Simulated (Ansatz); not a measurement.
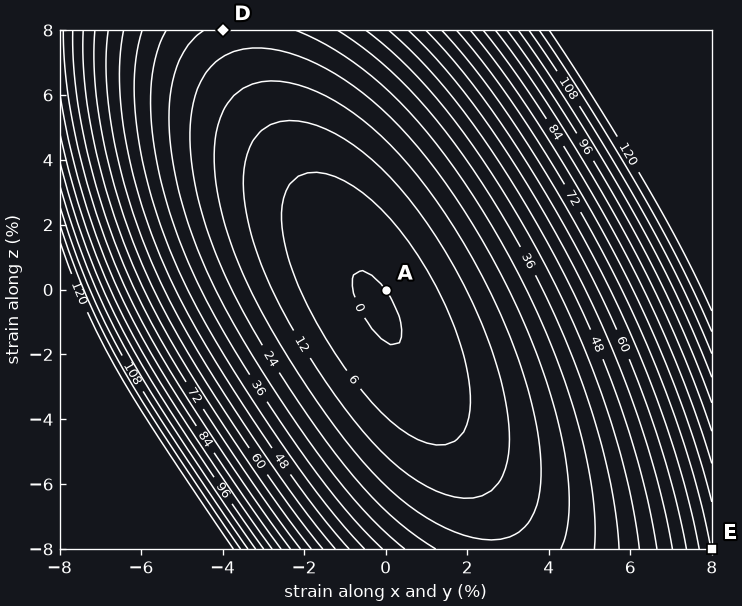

ZnS (F-43m, No. 216; 2 atoms in the cell). The cell is strained homogeneously, by one strain along x and y and another along z, with fractional coordinates fixed (x, y and z along the cube axes). Coordinates scanned: (1) strain along x and y; (2) strain along z. The grid has 5 × 5 points. Energies are in meV/atom, from the lowest grid point. The reference cell is the one listed in the database, not relaxed at this level. Theory: Ansatz, DFT r2SCAN, scalar-relativistic, plane waves, PAW. Settings: cutoff 500 eV, k-mesh 8×8×8, gaussian smearing 0.05 eV, no spin polarisation.

The picture shows contour lines labelled in meV/atom (none above 120), lettered points. Between grid points the surface is interpolated.

Is E the lowest point of the computed grid?

Answer. No. E lies 72 meV/atom above the lowest grid point, which is at strain along x and y = 0 %, strain along z = 0 %.

Rank the lettered points by energy, lowest first.

Answer. A (0 meV/atom), D (28 meV/atom), E (72 meV/atom).
